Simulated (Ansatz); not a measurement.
**A series of single points on CdS**

System: CdS (2 atoms in the cell).
Method: Kohn-Sham DFT of a periodic cell, LDA, all-electron LAPW, scalar-relativistic, no spin polarisation (Ansatz 0.2.0).

The 7 runs differ only in the geometry, by an even scaling of the cell at fixed fractional positions. The structure derives from an entry of the Crystallography Open Database.

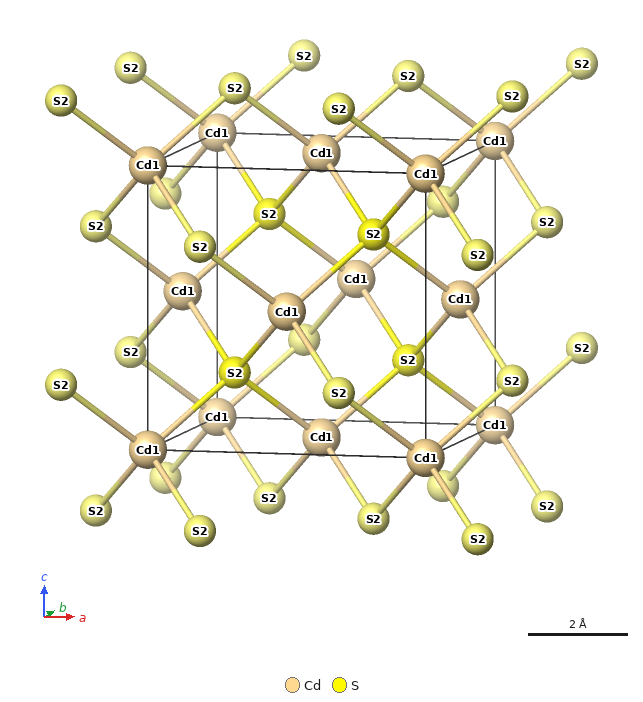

Figure 1. The structure of run 4 (ball-and-stick view of the cell 4 times as large as that of the calculation, set on its symmetry axes, seen slightly off an axis; neighbours outside the cell are drawn fainter; atoms are numbered from 1 in the order of the input).

**Input of run 4**
```yaml
crystal:
  lattice:
    - [0.0, 2.9165, 2.9165]
    - [2.9165, 0.0, 2.9165]
    - [2.9165, 2.9165, 0.0]
  atoms:
    - { symbol: Cd, position: [0.0, 0.0, 0.0] }
    - { symbol: S, position: [0.75, 0.75, 0.75] }
kpoints:
  mp_grid: { grid: [8, 8, 8] }
scf:
  occupations: { method: fermi_dirac, width: 0.05 }
hamiltonian:
  xc: lda
  pseudopotentials: { kind: all_electron, lapw: { basis_error: 0.001 } }
output:
  forces: true
  stress: true
  eigenvalues: true
```

Command:
```bash
ansatz run input.yaml --threads 1 --pin off --max-ram 3072MiB --backend cpu --events-out ev --progress --plain --runs-dir out
```

Lattice vectors (Å) and fractional positions of run 4:
```
   0.000000    2.916500    2.916500
   2.916500    0.000000    2.916500
   2.916500    2.916500    0.000000
Cd  0.000000  0.000000  0.000000
S   0.750000  0.750000  0.750000
```

Run 6 differs from it as follows:
```diff
-    - [0.0, 2.9165, 2.9165]
-    - [2.9165, 0.0, 2.9165]
-    - [2.9165, 2.9165, 0.0]
+    - [0.0, 2.9548794012, 2.9548794012]
+    - [2.9548794012, 0.0, 2.9548794012]
+    - [2.9548794012, 2.9548794012, 0.0]
```

**Results, with one run withheld**

```csv
run,volume per atom (Å³),"free energy per atom, from the lowest run given (meV)",pressure (GPa),gap on the mesh (eV)
1,23.319,2.65,1.63,0.99
2,23.815,0.00,0.11,0.95
3,24.312,1.79,−1.24,0.90
4,24.808,7.51,−2.44,0.86
5,25.304,16.75,−3.50,0.82
6,25.800,?,?,?
7,26.296,44.24,−5.30,0.74
```

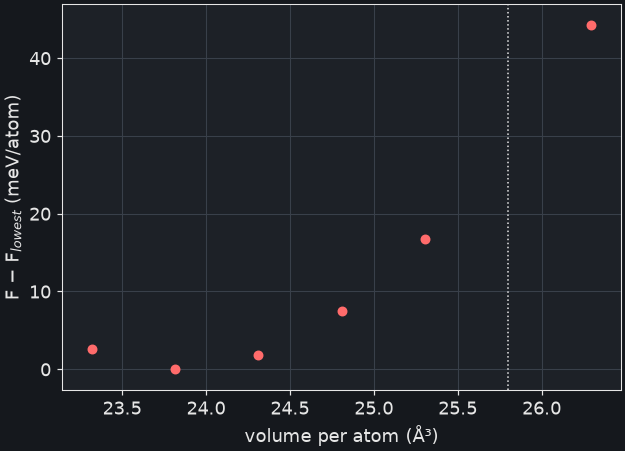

Figure 2. Free energy per atom of the runs given; the dotted line marks run 6.

Estimate the energy of run 6 from the others.

A cubic polynomial in V^(−2/3) (the Birch–Murnaghan form), fitted to the 6 runs given, misses them by under 0.01 meV per atom. With x = V^(−2/3) − 0.11819 Å⁻², it reads F = 4.7962 − 3856.6 x + 7.683e+05 x² + 1.9607e+06 x³ (meV per atom). At run 6 it gives 29.10 meV per atom, and the run itself gives 29.10. The slope of the fit gives a pressure −dF/dV of −4.46 GPa there, and the run prints −4.45 GPa. The fit has its minimum at 23.854 Å³ per atom, where V d²F/dV² gives 68.1 GPa: the bulk modulus at this level, since symmetry fixes the shape and the positions. The gap on the mesh goes, without turning, from 0.99 eV in run 1 to 0.74 eV in run 7; run 6 has 0.78 eV. These are gaps of this functional on this mesh, which can miss the band edges; they aren't the measured gap.

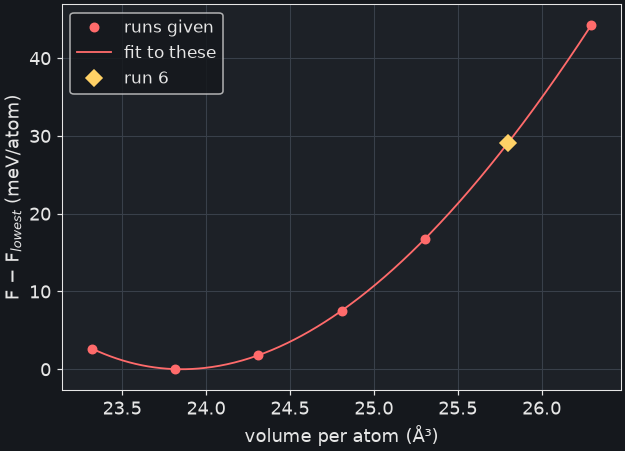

Figure 3. The fit and the withheld run.

**Output, shortened to warnings, some set-up lines, iterations and results (run 6)**
```
Basis set: ecut = 239.9296415274403 eV, 411 PW (Γ), exchange–correlation at level 2
Symmetry: 24 space group operations
k-points: 29 of 512 (time reversal used)
Initial density: superposition of atomic densities (chi_scale 0.1, normalization cell, long waves kept (reshape's long-wave potential 0.00 eV rms))
[...]
SCF iter   1: F=—  HF=-162930.932127 eV  |F-HF|=—  |Δ(HF+E_count)|=         —  Δρ=3.49e-2  dr2=1.29e0  ethr=3.78e-3  ⟨swp⟩=2.0  Hψ=4151  notcnv=0
SCF iter   2: F=—  HF=-162930.490070 eV  |F-HF|=—  |Δ(HF+E_count)|=   4.42e-1  Δρ=1.19e-2  dr2=7.11e-2  ethr=2.09e-4  ⟨swp⟩=2.0  Hψ=3247  notcnv=0
SCF iter   3: F=—  HF=-162930.417368 eV  |F-HF|=—  |Δ(HF+E_count)|=   7.27e-2  Δρ=5.18e-3  dr2=1.23e-2  ethr=2.09e-4  ⟨swp⟩=2.9  Hψ=1892  notcnv=0
SCF iter   4: F=—  HF=-162930.412752 eV  |F-HF|=—  |Δ(HF+E_count)|=         —  Δρ=9.67e-4  dr2=4.38e-4  ethr=3.61e-5  ⟨swp⟩=2.0  Hψ=1690  notcnv=0
SCF iter   5: F=—  HF=-162930.412163 eV  |F-HF|=—  |Δ(HF+E_count)|=   5.89e-4  Δρ=1.66e-4  dr2=9.67e-6  ethr=1.29e-6  ⟨swp⟩=2.0  Hψ=1689  notcnv=0
SCF iter   6: F=—  HF=-162930.412158 eV  |F-HF|=—  |Δ(HF+E_count)|=   4.51e-6  Δρ=2.66e-5  dr2=2.51e-7  ethr=2.84e-8  ⟨swp⟩=2.0  Hψ=1690  notcnv=0
SCF iter   7: F=-162930.412159 eV  HF=-162930.412159 eV  |F-HF|=3.14e-9  |Δ(HF+E_count)|=   1.10e-7  Δρ=3.14e-6  dr2=5.80e-9  ethr=7.39e-10  ⟨swp⟩=2.9  Hψ=1742  notcnv=0
SCF 1 converged in 7 iterations: F = -162930.412159 eV  dr2 = 5.80e-9
SCF converged after 7 iterations
Free energy (F): -162930.412159 eV
Harris-Foulkes:  -162930.412159 eV  (|F-HF|=3.14e-9)
Internal energy: -162930.412155 eV  (E = F + TS)
E sigma→0 (E₀):  -162930.412157 eV
Entropy (-TS):   -0.000003 eV (-0.002 meV/atom)
Fermi energy:    7.324543 eV
--- Per-component energies (eV) ---
  E_band       = -1750.882662
  E_kinetic    = 170155.227550
  E_xc         = -4735.167797
  E_electrostatic = -328350.471908  (all electrons and nuclei)
  E_smearing   = -0.000003  (= −TS)
  E_closure    = 0.000000  (closes the sum)
  E_atoms      = -162923.050266  (free atoms, spherical and without spin; not in F)
  Σ components = -162930.412159   (vs F -162930.412159, Δ=0.00e0)
  Basis errors (estimates in eV, not in F): energy 4.4e-4 per atom: plane waves 4.0e-4 (2.4e-4 summed), levels above the bands 5.3e-69, relativity 2.2e-9, radial functions 3.1e-5, core shells 1.6e-7; eigenvalues (radial functions only) 8.7e-7; not estimated: angular momenta, meshes, grids; target …
--- Forces (eV/Å), atoms counted from 1 ---
  atom   1  Cd     0.00000000    -0.00000000    -0.00000000
  atom   2  S     -0.00000000     0.00000000     0.00000000
  max |Σ_I F_I| component: 4.63e-17 eV/Å
--- Stress (GPa, compression-positive) ---
       -4.453953      -0.000000      -0.000000
       -0.000000      -4.453953       0.000000
       -0.000000       0.000000      -4.453953
  P = ⅓ Tr σ = -4.4540 GPa (-44.540 kbar)
```
